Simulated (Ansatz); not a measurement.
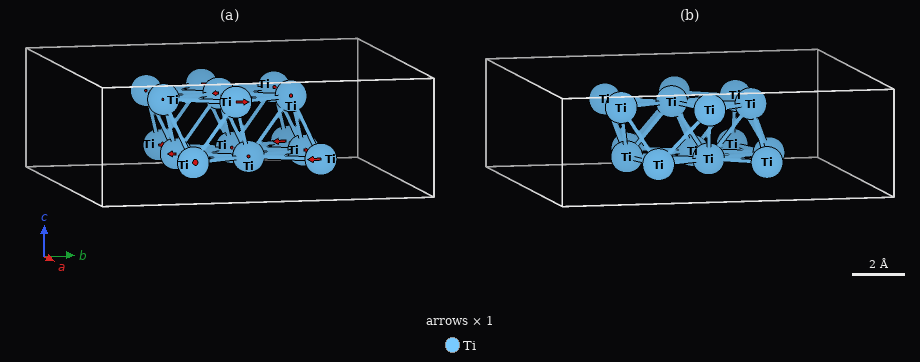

The structure of a wire of composition Ti before (left) and after (right) a relaxation, at one scale. The red arrows give the displacements (the part carried along by the change of the cell is left out), at their true length.

Style: ball-and-stick. Shown: the cell of the calculation, with the vacuum cut short, slightly off an axis.

Case: wire along [0 0 1], 15 atoms a period.

All numbers below come from DFT PBE, scalar-relativistic, plane waves, PAW (Ansatz). Set-up: plane-wave cutoff 420 eV; k-point mesh 1 × 1 × 12; occupations gaussian; smearing width 0.05 eV; no spin polarisation; cell relaxed at fixed a, b, alpha, beta, gamma; force threshold 0.02 eV/Å; at most 45 steps.

Q: Summarise the run.

A: The largest moves relative to the layer's centre, 0.57 Å, are those of Ti atoms. Along the periodic axis the drawn cell goes c 4.650 → 4.224 Å (−9.2 %). Near-neighbour distances that change, for instance: Ti–Ti 4.113 → 3.118 Å, Ti–Ti 2.939 → 3.543 Å, Ti–Ti 2.939 → 2.542 Å, Ti–Ti 2.939 → 3.242 Å. Bond angles that change, for instance: Ti–Ti–Ti 145.7° → 125.6°, Ti–Ti–Ti 90.0° → 73.4°, Ti–Ti–Ti 61.4° → 77.6°. Over 9 accepted moves (10 points after the start) the energy falls by 2.757 eV per cell of the calculation. Largest force component: 1.3 eV/Å at the start, 0.012 eV/Å at the end. At 1 point the geometry stayed and the basis and grid were re-selected for the new cell (energy shift of 4.2 meV per cell of the calculation at most each time).
